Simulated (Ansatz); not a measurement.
Run report: Al$_{3}$Cu, single-point calculation

- system: Al$_{3}$Cu (P4/mmm, 4 atoms in the cell)
- method: DFT r2SCAN, scalar-relativistic, plane waves, PAW, no spin polarisation (Ansatz 0.2.0)

The structure derives from a Materials Project entry. Figures and captions count atoms from 1; the log counts them from 0 in places.

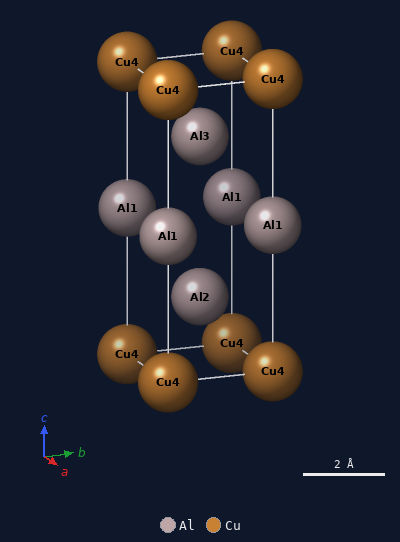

*The input geometry (spheres-only view of the cell of the calculation, seen slightly off an axis; atoms are numbered from 1 in the order of the input). An atom can appear more than once, as a periodic image.*

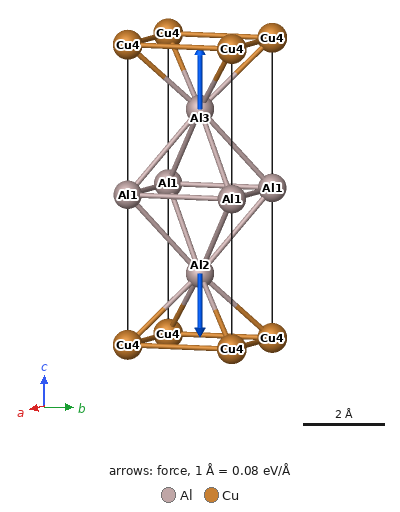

*Forces on the atoms as blue arrows (ball-and-stick view of the cell of the calculation, seen slightly off an axis; atoms are numbered from 1 in the order of the input).*

The largest act on Al2, Al3 (0.13 eV/Å). The geometry is not a stationary point of this energy.

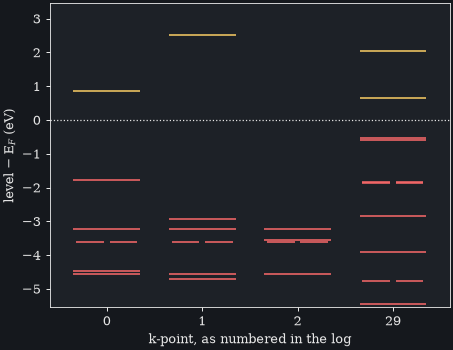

*Kohn–Sham levels near the Fermi level (dotted) at the few k-points that the log prints; levels within 0.02 eV of each other stand side by side.*

The system is metallic on the full mesh.

These pictures come from the run below.

Input
```yaml
crystal:
  lattice:
    - [2.7784054294, 0.0, 0.0]
    - [0.0, 2.7784054294, 0.0]
    - [0.0, 0.0, 7.51340341]
  atoms:
    - { symbol: Al, position: [0.0, 0.0, 0.5] }
    - { symbol: Al, position: [0.5, 0.5, 0.22611551] }
    - { symbol: Al, position: [0.5, 0.5, 0.77388449] }
    - { symbol: Cu, position: [0.0, 0.0, 0.0] }
basis:
  ecutwfc: 500
kpoints:
  mp_grid: { grid: [6, 6, 4] }
hamiltonian:
  xc: r2scan
scf:
  occupations: { method: gaussian, width: 0.1 }
output:
  forces: true
  stress: true
  eigenvalues: true
```

Run as:
```bash
ansatz run input.yaml --threads 1 --pin off --max-ram 2560MiB --backend cpu --events-out ev --progress --plain --runs-dir out
```

Output
```
Engine: ansatz 0.2.0, x86_64-unknown-linux-gnu
Pseudopotentials: kind: paw
Pseudopotential: Al, paw, valence charge 3, recommended cutoff 500 eV (meta_gga), Al.paw.azcp
Pseudopotential: Cu, paw, valence charge 19, recommended cutoff 500 eV (meta_gga), Cu.paw.azcp
Functional definition: r2SCAN
  parameter k0 = 0.174
  parameter k1 = 0.065
  parameter a1 = 4.9479
  exchange = r2scan_x(k0 = k0, k1 = k1, a1 = a1)
  correlation = r2scan_c
Crystal: 4 atoms, lattice volume = 58.000 Å³
Basis set: ecut = 500 eV, 1459 PW (Γ), exchange–correlation on 96×96×240 points (64 copies of the dense FFT grid, shifted against one another)
Bands: 18, of which v1, the nominal top of the filled ones, is band 14 counted from 1 (13 counted from 0)
Symmetry: 16 space group operations
Space group: P4/mmm (ITA 123), of the structure as read, at distance tolerance 3.9e-5 Å
k-points: 30 of 144
Non-local potential: Al, projectors of the file, l = 0: 2, l = 1: 2, l = 2: 1
Non-local potential: Cu, projectors of the file, l = 0: 3, l = 1: 2, l = 2: 3, l = 3: 1
PAW form: soft (Blöchl's): semilocal exchange-correlation on the pseudo side does not see the compensation charge
PAW frozen core: Al, regenerated for the run's functional (the file was generated under x = pbe(κ = 0.804, μ = 0.2195149727645171), c = pbe(β = 0.06672455060314922))
PAW frozen core: Cu, regenerated for the run's functional (the file was generated under x = pbe(κ = 0.804, μ = 0.2195149727645171), c = pbe(β = 0.06672455060314922))
PAW one-centre angular grid: Al, 302 points (default); XC on 160 Gauss nodes
PAW one-centre angular grid: Cu, 590 points (default); XC on 160 Gauss nodes
Initial density: superposition of atomic densities (neutral atoms: chi_scale 0, normalization atom), corrected by the library's trained network
Initial wavefunctions: pseudopotential atomic-orbital guess
Functional: x = r2scan, c = r2scan; τ floored in thin density (d = 2e-4 eV/Å³)
SCF iter   1: F=—  HF=-8252.892852 eV  |F-HF|=—  |Δ(HF+E_count)|=         —  Δρ=2.18e-2  dr2=2.58e-1  dr2_τ=1.60e-2  ethr=1.77e-3  ⟨swp⟩=6.0  Hψ=2894  notcnv=0
preconditioner: auto → Kerker (q_TF=auto, 2.416 Å⁻¹)  [metal: Δε(μ)=0.081 eV  Ē_g=7.944 eV  σ=0.100 eV  W_gap=0.43  n_scr=16 (ndim 8)  ℏωp=21.8 eV  f_vac=0.000  D(μ)=1.75/eV (n_scr^D=8)]
SCF iter   2: F=—  HF=-8252.917263 eV  |F-HF|=—  |Δ(HF+E_count)|=   2.44e-2  Δρ=1.79e-2  dr2=9.93e-2  dr2_τ=1.04e-3  ethr=9.20e-4  ⟨swp⟩=2.1  Hψ=1132  notcnv=0  defer=11
preconditioner: auto → none  [insulator: Δε(μ)=0.193 eV  Ē_g=7.707 eV  σ=0.100 eV  W_gap=0.55  n_scr=16 (ndim 8)  ℏωp=21.8 eV  f_vac=0.000  D(μ)=1.90/eV (n_scr^D=16)  ε∞_Penn≈9.0]
SCF iter   3: F=—  HF=-8252.888304 eV  |F-HF|=—  |Δ(HF+E_count)|=   2.90e-2  Δρ=2.80e-3  dr2=1.91e-2  dr2_τ=7.99e-5  ethr=3.55e-4  ⟨swp⟩=2.0  Hψ=868  notcnv=0  defer=11
SCF iter   4: F=—  HF=-8252.885882 eV  |F-HF|=—  |Δ(HF+E_count)|=   2.42e-3  Δρ=2.56e-3  dr2=6.20e-3  dr2_τ=3.53e-5  ethr=6.81e-5  ⟨swp⟩=1.7  Hψ=684  notcnv=0  defer=11
SCF iter   5: F=—  HF=-8252.885075 eV  |F-HF|=—  |Δ(HF+E_count)|=   8.07e-4  Δρ=6.64e-4  dr2=3.80e-4  dr2_τ=4.62e-6  ethr=2.21e-5  ⟨swp⟩=1.1  Hψ=707  notcnv=0  defer=11
SCF iter   6: F=—  HF=-8252.885086 eV  |F-HF|=—  |Δ(HF+E_count)|=   1.13e-5  Δρ=3.30e-4  dr2=9.01e-5  dr2_τ=8.94e-7  ethr=1.36e-6  ⟨swp⟩=2.3  Hψ=775  notcnv=0  defer=11
SCF iter   7: F=—  HF=-8252.885077 eV  |F-HF|=—  |Δ(HF+E_count)|=   9.34e-6  Δρ=7.77e-5  dr2=5.22e-6  dr2_τ=3.89e-8  ethr=3.22e-7  ⟨swp⟩=2.1  Hψ=785  notcnv=0  defer=11
SCF iter   8: F=—  HF=-8252.885076 eV  |F-HF|=—  |Δ(HF+E_count)|=   4.60e-7  Δρ=2.17e-5  dr2=3.93e-7  dr2_τ=9.66e-10  ethr=1.86e-8  ⟨swp⟩=2.0  Hψ=780  notcnv=0  defer=11
SCF iter   9: F=-8252.885076 eV  HF=-8252.885076 eV  |F-HF|=2.35e-9  |Δ(HF+E_count)|=   2.44e-8  Δρ=3.56e-6  dr2=4.44e-9  dr2_τ=1.37e-11  ethr=3.57e-10  ⟨swp⟩=5.8  Hψ=2231  notcnv=0
SCF 1 converged in 9 iterations: F = -8252.885076 eV  dr2 = 4.44e-9
  greatest PAW one-centre occupation: 1.000 electrons in one spin orbital (limit 2), on the Cu atom at site 3 (counted from 0), in its partial waves of l = 0
SCF converged after 9 iterations
Free energy (F): -8252.885076 eV
Harris-Foulkes:  -8252.885076 eV  (|F-HF|=2.35e-9)
Internal energy: -8252.875715 eV  (E = F + TS)
E sigma→0 (E₀):  -8252.880395 eV
Entropy (-TS):   -0.009361 eV (-2.340 meV/atom)
Fermi energy:    10.310303 eV
--- Per-component energies (eV) ---
  E_band       = -473.614434
  E_kinetic    = 371.091737
  E_local      = -7472.162630  (includes V_loc(G=0)·N_el)
  E_nonlocal   = 420.704793
  E_hartree    = 3455.332065
  E_xc         = -195.594452
  E_vxc        = -220.982709  (∫ρ·V_xc dr)
  E_paw        = -3094.614062  (= ΣΔE_a)
  E_vpaw       = -496.023349  (= ΣTr[D̂ρ^β])
  E_aug_tail   = 0.000145  (compensation charges beyond the density's cutoff)
  E_vtau       = 13.100770  (kinetic-family band-sum trace: ∫τ·v_τ [+ j·A + Jᵃ·Aᵃ] dr)
  E_ewald      = -1737.151879
  E_core_change = -0.481432  (= ΣΔE_core)
  E_smearing   = -0.009361  (= −TS)
  E_closure    = -0.000000  (closes the sum)
  Σ components = -8252.885076   (vs F -8252.885076, Δ=0.00e0)
--- Forces (eV/Å), atoms counted from 1 ---
  atom   1  Al    -0.00000000     0.00000000     0.00000000
  atom   2  Al     0.00000000     0.00000000    -0.12853664
  atom   3  Al     0.00000000     0.00000000     0.12853664
  atom   4  Cu     0.00000000    -0.00000000     0.00000000
  max |Σ_I F_I| component: 1.79e-31 eV/Å
--- Stress (GPa, compression-positive) ---
        0.088376       0.000000       0.000000
        0.000000       0.088376       0.000000
        0.000000       0.000000       1.632575
  P = ⅓ Tr σ = 0.6031 GPa (6.031 kbar)
--- Band table (eV; the first three rows and the last of 30) ---
  k-point 0: bands = ["-107.1257", "-62.9753", "-62.9030", "-62.9030", "-1.5696", "1.0262", "1.4032", "5.7522", "5.8344", "6.6945", "6.6945", "7.0838", "8.5442", "11.1715", "16.9152", "17.4224", "17.4224", "18.6685"]
  k-point 1: bands = ["-107.1257", "-62.9753", "-62.9030", "-62.9030", "-1.3979", "0.0136", "2.7071", "5.6044", "5.7522", "6.6944", "6.6944", "7.0838", "7.3925", "12.8329", "16.9119", "17.5863", "17.5863", "18.6138"]
  k-point 2: bands = ["-107.1257", "-62.9753", "-62.9030", "-62.9030", "-0.9916", "-0.7298", "4.1514", "4.6055", "5.7523", "6.6944", "6.6944", "6.7456", "7.0838", "14.9953", "16.5542", "16.9084", "17.9658", "17.9658"]
  k-point 29: bands = ["-107.1230", "-62.9716", "-62.9226", "-62.9226", "4.8540", "5.5557", "5.5557", "6.4069", "7.4584", "8.4385", "8.4385", "8.4770", "8.4770", "9.7159", "9.7743", "10.9731", "12.3625", "13.8125"]
```

Summary

```json
{"quantity": "outcome", "value": "converged"}
{"quantity": "space group (tolerance 0.01 Å)", "value": "P4/mmm (123)"}
{"quantity": "electrons treated", "value": "28"}
{"quantity": "free energy", "value": "−8252.8851 eV"}
{"quantity": "Fermi energy", "value": "10.310 eV"}
{"quantity": "gap on the k-point mesh", "value": "none (metallic)"}
{"quantity": "pressure", "value": "0.60 GPa"}
{"quantity": "largest force (length of the vector)", "value": "0.129 eV/Å"}
{"quantity": "hardware", "value": "1 thread of Intel Xeon @ 2.50GHz (Skylake/Cascade Lake), 189 GiB of memory available, shared host"}
{"quantity": "wall time", "value": "11 s"}
{"quantity": "peak memory", "value": "0.51 GiB"}
```
